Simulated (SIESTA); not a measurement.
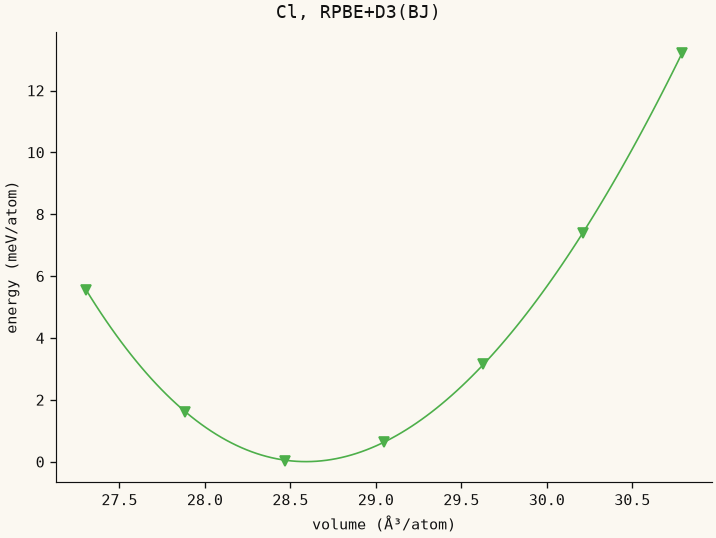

Plotted: energy against volume for Cl, space group Cmce (No. 64).

Cell as given: a = 3.867 Å, b = 3.867 Å, c = 8.210 Å, α = 90.00°, β = 90.00°, γ = 71.16°; 4 atoms.

Computed with SIESTA 5.4.2: DFT in numerical atomic orbitals with pseudopotentials, no spin polarisation; energies at scaled volumes of the given cell, shape and fractions fixed, counted from the fit's minimum, third-order Birch-Murnaghan fit. Level: RPBE with D3(BJ).

- k mesh: 7×7×4
- occupations: Fermi–Dirac
- smearing width: 0.05 eV
- potentials: PseudoDojo 0.4 standard, converted to PSML, two zetas on semicore shells
- program settings: basis DZP, mesh cutoff 800 Ry

How stiff is the solid, and where is its volume at rest?

Answer. A third-order Birch–Murnaghan fit gives V0 = 28.59 Å³/atom, B0 = 28.4 GPa and B′ = 4.2.

Caveats: mulliken charges of long orbitals; shape and atomic fractions are frozen while scaling, which makes layered, chain and framework solids too stiff.
